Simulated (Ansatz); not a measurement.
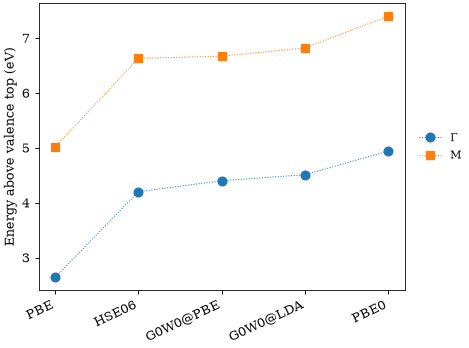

Lowest conduction level at each named k point, counted from the valence-band top at M, by several methods on one cell of CsCl-type MgO, space group Pm-3m, 2 atoms in the cell, relaxed with r2SCAN; cubic a = 2.623 Å. All runs are without spin-orbit coupling and carry no moments. The cell is at 6 GPa in PBE.

**How do the methods rank at Γ?**

From low to high: PBE 2.64, HSE06 4.20, G0W0@PBE 4.40, G0W0@LDA 4.51, PBE0 4.94 eV.

**Do the methods agree on which of these conduction levels is lowest?**

Yes: all put it at Γ.

| method | program | Γ (eV) | M (eV) |
| --- | --- | --- | --- |
| PBE | Ansatz | 2.64 | 5.02 |
| HSE06 | Ansatz | 4.20 | 6.63 |
| G0W0@PBE | Ansatz | 4.40 | 6.67 |
| G0W0@LDA | Ansatz | 4.51 | 6.82 |
| PBE0 | Ansatz | 4.94 | 7.40 |

Settings. PBE: Ansatz PAW set, 10×10×10 k mesh, 420 eV cutoff, Fermi-Dirac smearing of 0.02 eV (Ansatz). HSE06: Ansatz PAW set, 6×6×6 k mesh, 420 eV cutoff, fixed occupations (Ansatz). G0W0@PBE: PBE, Ansatz PAW set, 6×6×6 k mesh, 420 eV cutoff, fixed occupations (Ansatz 0.2.0), G0W0 with empty bands 53, screening cutoff 120 eV and frequency treatment contour deformation. G0W0@LDA: LDA, Ansatz PAW set, 6×6×6 k mesh, 420 eV cutoff, fixed occupations (Ansatz 0.2.0), G0W0 with empty bands 67, screening cutoff 140 eV and frequency treatment contour deformation. PBE0: Ansatz PAW set, 6×6×6 k mesh, 420 eV cutoff, fixed occupations (Ansatz).

These are five of the 10 methods that were run on this cell. The usual form of MgO is rocksalt. HSE06, G0W0@LDA and PBE0: the PAW data sets were made with another functional. G0W0@PBE and G0W0@LDA: the k mesh is thin for GW. LDA, GGA and most meta-GGA functionals understate gaps. The GW runs differ in bands or cutoffs. The GW values are at finite bands, cutoffs and mesh, short of the basis limit.
